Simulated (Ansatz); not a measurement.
```yaml
crystal:
  lattice:
    - [3.13200, -3.13200, 0.00000]
    - [3.13200, 3.13200, 0.00000]
    - [0.00000, 0.00000, 5.95845]
  atoms:
    - { symbol: Ga, position: [0.00000, 0.00000, 0.00000] }
    - { symbol: Ga, position: [0.50000, 0.50000, 0.50000] }
    - { symbol: Sb, position: [0.50000, 0.00000, 0.25000] }
    - { symbol: Sb, position: [0.00000, 0.50000, 0.75000] }
```

Space group I-4m2; changed on purpose from its base cell (strain +0.025 along x and y, -0.025 along z, atoms carried along).

All numbers below come from Ansatz 0.2.0, DFT PBEsol, scalar-relativistic, plane waves, PAW.

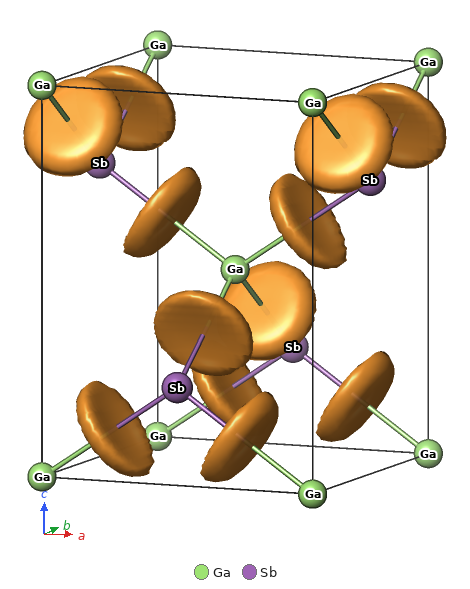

GaSb. Isosurface of the electron localisation function at 0.6 (orange), seen slightly off an axis. Only the valence region is drawn (cores and ρ < 0.01 e/Å³ removed). Sticks mark near contacts.

Question: Where are the electrons localised?

Answer: The ELF exceeds this value in eight regions between bonded Ga–Sb atoms (shared pairs), counted in one cell of 4 atoms. Any copies at cell faces, edges or corners count once.

Values along the shortest contacts:
Ga–Sb (2.67 Å): the ELF peaks at about 0.70 between the atoms.
